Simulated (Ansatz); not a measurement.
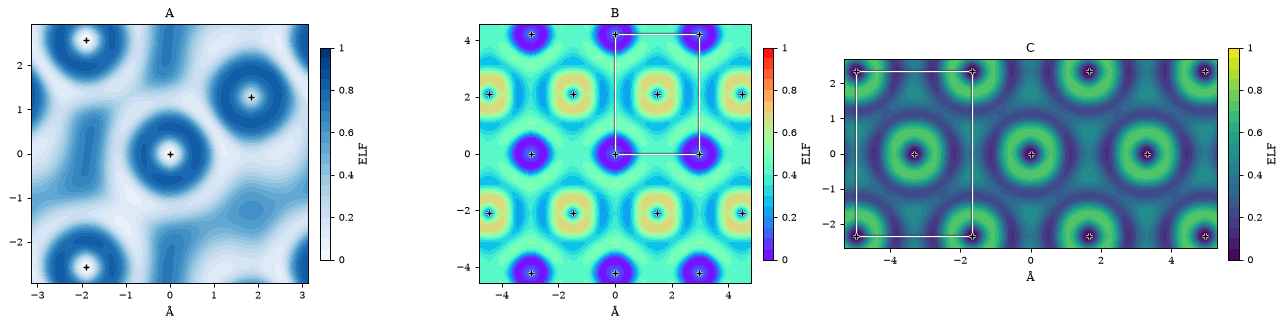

The electron localisation function of 3 systems, each on a plane through atoms (crosses mark nuclei in the plane).

Method: DFT PBEsol, scalar-relativistic, plane waves, PAW (Ansatz 0.2.0).

System 1: Zr₃O, the (100) plane of the conventional cell. Space group P6₃22.

```
Zr O
1.0
     5.58339    0.00000    0.00000
    -2.79170    4.83536    0.00000
     0.00000    0.00000    5.15593
Zr O
6 2
Direct
  0.33939 0.00000 0.00000
  0.33939 0.33939 0.50000
  0.00000 0.33939 0.00000
  0.66061 0.00000 0.50000
  0.66061 0.66061 0.00000
  0.00000 0.66061 0.50000
  0.33333 0.66667 0.25000
  0.66667 0.33333 0.75000
```

System 2: AlRu, the (011) plane of the conventional cell. Space group Pm-3m; a structure from a database of computed crystals, not necessarily the ambient phase; computed without spin polarisation.

```
CELL_PARAMETERS angstrom
2.97631 0.00000 0.00000
0.00000 2.97631 0.00000
0.00000 0.00000 2.97631
ATOMIC_POSITIONS crystal
Al 0.00000 0.00000 0.00000
Ru 0.50000 0.50000 0.50000
```

System 3: Ta, the (11̄0) plane of the conventional cell. Space group Im-3m; computed pressure about −4 GPa in this cell; computed without spin polarisation.

Match each panel to its system.

Answer. Panel A is system 1, Zr₃O: the plane holds Zr and O. Zr–O (2.25 Å): the ELF peaks at about 0.80 in the valence shell of O, 0.6 Å from its nucleus, and drops to about 0.10 between the two atoms: no shared electron pair shows on this line. Panel B is system 2, AlRu: the plane holds Al and Ru. Al–Ru (2.58 Å): the ELF is about 0.40 at the midpoint. Panel C is system 3, Ta: the plane holds Ta. Ta–Ta (2.86 Å): the ELF is about 0.30 at the midpoint.
